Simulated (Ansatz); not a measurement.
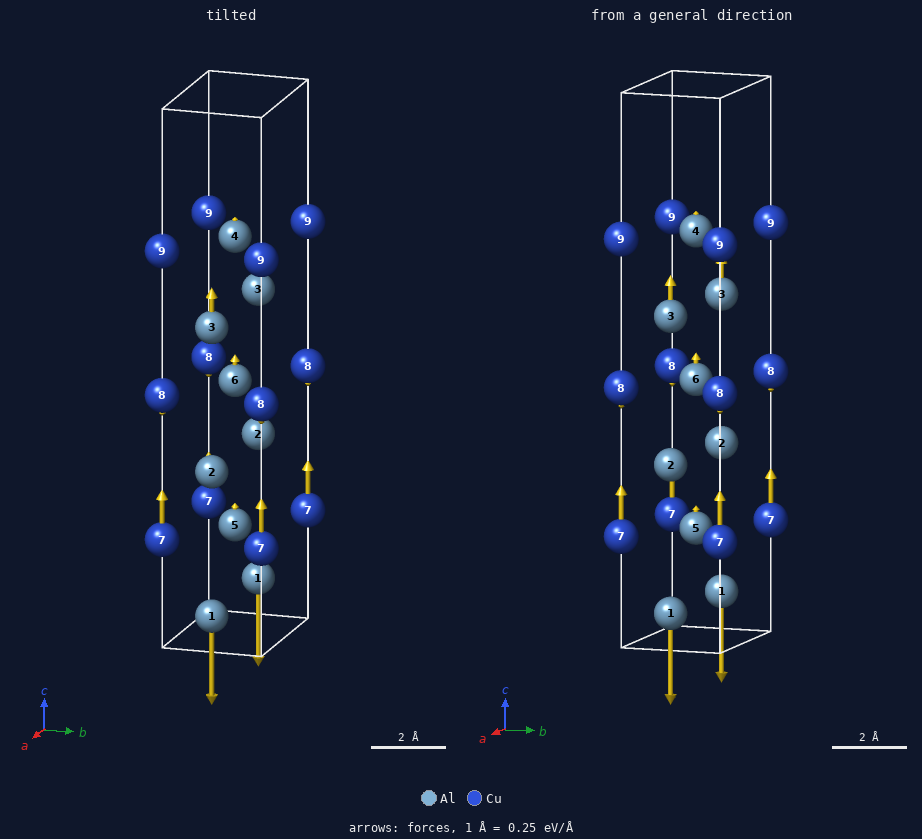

Crystal structure, spheres-only style, seen slightly off an axis and from a general direction. The parallelepiped is the simulation cell. The arrows are the computed forces on the atoms.

System: Al$_{2}$Cu. Calculation details: DFT PBEsol, scalar-relativistic, plane waves, PAW in Ansatz; cutoff 420 eV, Brillouin-zone sampling on an 11×16×4 mesh, Gaussian smearing of 0.15 eV, no spin polarisation.

Question: Is the structure at a minimum of the energy?

Answer: No. The atoms still feel forces of up to about 0.52 eV/Å, far above a usual threshold of 0.01 to 0.03 eV/Å.

Question: Which atom carries the strongest force?

Answer: Al1, about 0.52 eV/Å.

Its origin is a structure listed in the Materials Project. The cell was then strained or its atoms displaced on purpose. An electronic-structure calculation with Ansatz was run on it.
